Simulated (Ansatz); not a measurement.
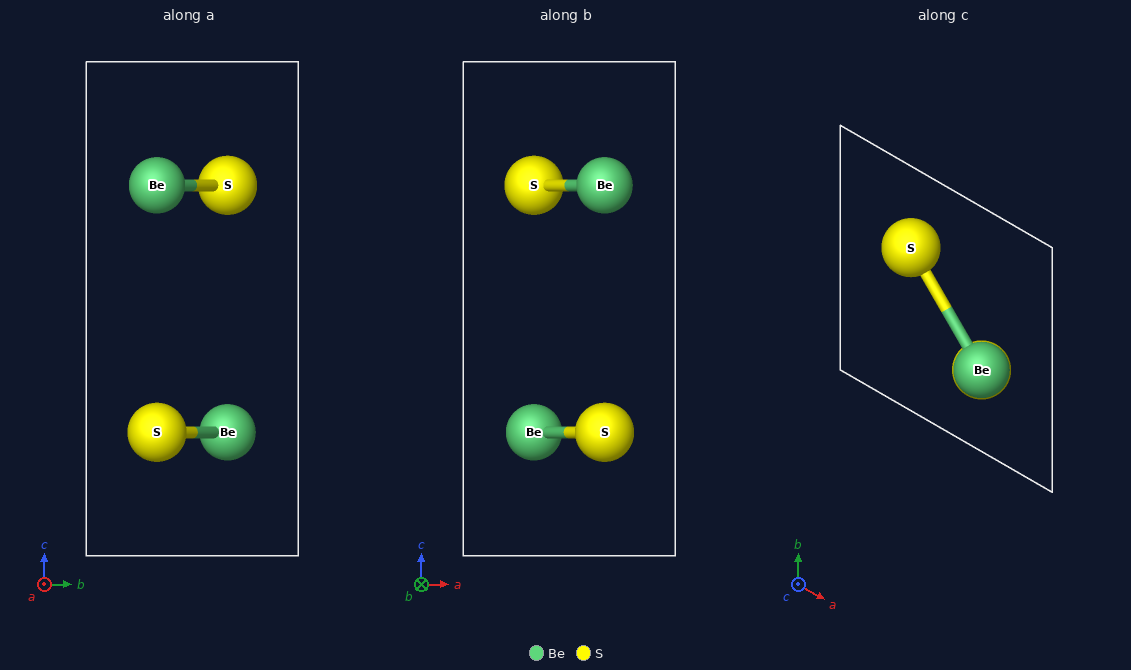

We look at a ball-and-stick model of the crystal along the a axis, along the b axis and along the c axis. Atoms at the boundary of the conventional unit cell (the box) are drawn once for each face, edge or corner they touch.

Lattice parameters: a = 3.462 Å, b = 3.462 Å, c = 6.992 Å, α = 90.00°, β = 90.00°, γ = 120.00°.

Q: Give the structure in the form of a table of Wyckoff sites.

A: Space group P6_3/mmc (No. 194).
```tsv
atom	site	x	y	z
Be	2c	0.3333	0.6667	0.2500
S	2d	0.6667	0.3333	0.2500
```

Provenance: a structure type filled with these elements by a generator (whether the compound takes this form wasn't checked). Earlier steps of the study may have refined or changed the cell and positions. It was run through Ansatz as a DFT input.
